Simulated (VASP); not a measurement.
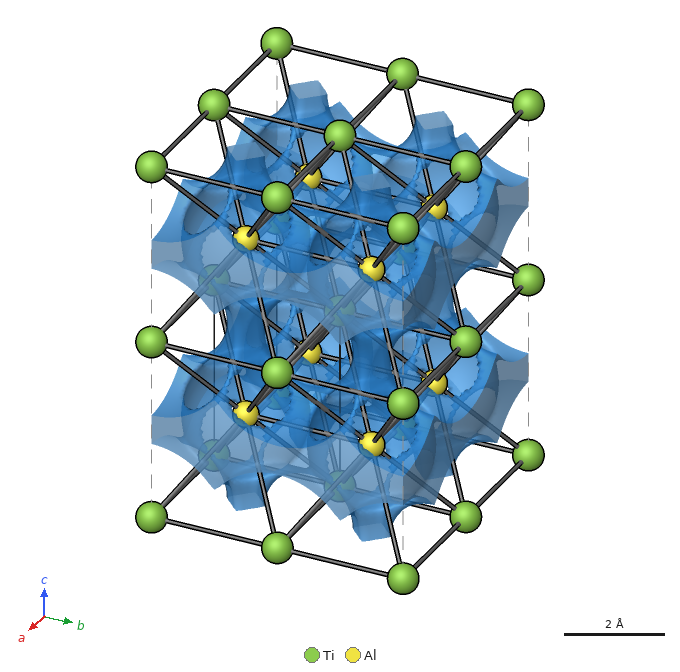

The blue surface encloses the points that the centre of a probe sphere of radius 0.10 Å can occupy in TiAl (P4/mmm), computed on a grid of about 0.12 Å (2×2×2 cells shown, view from a free direction; pale faces close the region where the box cuts it).

Hard-sphere model; covalent radii (Cordero): Ti 1.60 Å, Al 1.21 Å.

Origin of the cell: an entry of the Crystallography Open Database, as set up for an electronic-structure calculation.

```cif
data_structure
_symmetry_space_group_name_H-M 'P4/mmm'
_symmetry_Int_Tables_number 123
_cell_length_a 2.8373
_cell_length_b 2.8373
_cell_length_c 4.0591
_cell_angle_alpha 90.000
_cell_angle_beta 90.000
_cell_angle_gamma 90.000
_cell_volume 32.68
loop_
_atom_site_label
_atom_site_type_symbol
_atom_site_symmetry_multiplicity
_atom_site_Wyckoff_symbol
_atom_site_fract_x
_atom_site_fract_y
_atom_site_fract_z
_atom_site_occupancy
Ti1 Ti 1 a 0.00000 0.00000 0.00000 1
Al1 Al 1 d 0.50000 0.50000 0.50000 1
```

Question: Describe the connectivity of the accessible space.

Answer: Where they connect, they form a three-dimensional network.

Question: What share of the cell can the probe's centre reach?

Answer: About 14 % of the volume (4.7 Å³ of 32.7 Å³).

Question: Give the largest included and the largest free sphere.

Answer: The largest sphere that fits anywhere has a diameter of 0.97 Å; the largest that can travel through the crystal, about 0.6 Å.

Question: How does the connectivity change as the probe shrinks?

Answer: Below a radius of about 0.32 Å the space forms a two-dimensional network in layers parallel to (001). Below a radius of about 0.18 Å the space forms a three-dimensional network. These are grid estimates, good to about 0.05 Å.
